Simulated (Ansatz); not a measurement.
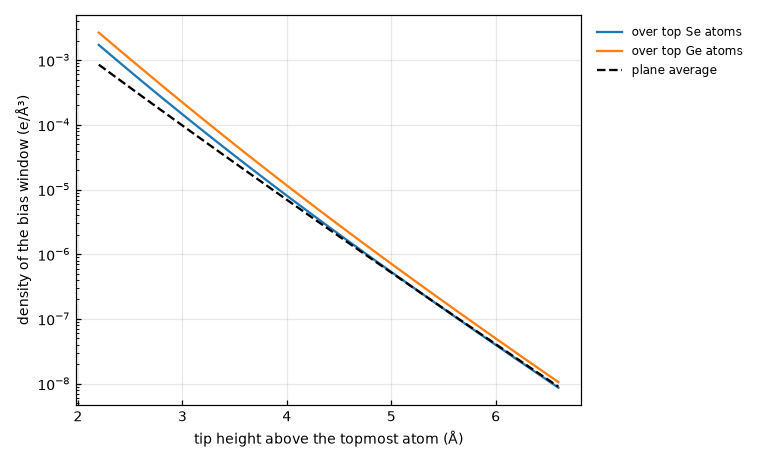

Approach curves over GeSe(100) (Pnma bulk, 10 atomic planes (those closer than 0.6 Å count as one), 25 Å, SeGe-terminated) at a sample bias of −1.60 V.

Images follow the Tersoff–Hamann model: the current is the local density of the sample's states between the Fermi level and the bias, at the tip's centre. Zero bias is put in the middle of the gap by convention. Bias windows are sharp sums over the levels of the k mesh.

Level of theory: DFT PBE, scalar-relativistic, plane waves, PAW (Ansatz 0.2.0). Cutoff 420 eV, 15 × 13 k-points, Gaussian smearing 0.05 eV, dipole correction. The slab is a cut without reconstruction beyond its cell, at the source's lattice constants, with its lower half held fixed and the rest relaxed. No spin polarisation. The run couldn't confirm all of its levels under its output density. The run warns that the functional's potential is rough in the thin density of the vacuum, where the tip is; weak contrasts and barriers may feel it.

**How fast does the current decay, and what apparent barrier height does that imply?**

Near 4 Å the plane average falls as exp(−2.62 z/Å), a factor of 14 per ångström, which gives an apparent barrier of 6.5 eV (0.952 eV Å² times the slope squared). The vacuum level lies 4.12 eV above zero bias. The highest filled states lie 4.47 eV under it. The apparent barrier is well above 4.47 eV. At 4 Å the 0.31 eV of states nearest the highest filled state carry 8 % of the density. The value exceeds even the 5.72 eV between the vacuum level and the deepest states of the window, so their depth alone doesn't explain it. States away from the zone centre decay faster, since their momentum along the surface adds to the barrier, and that may account for the rest.
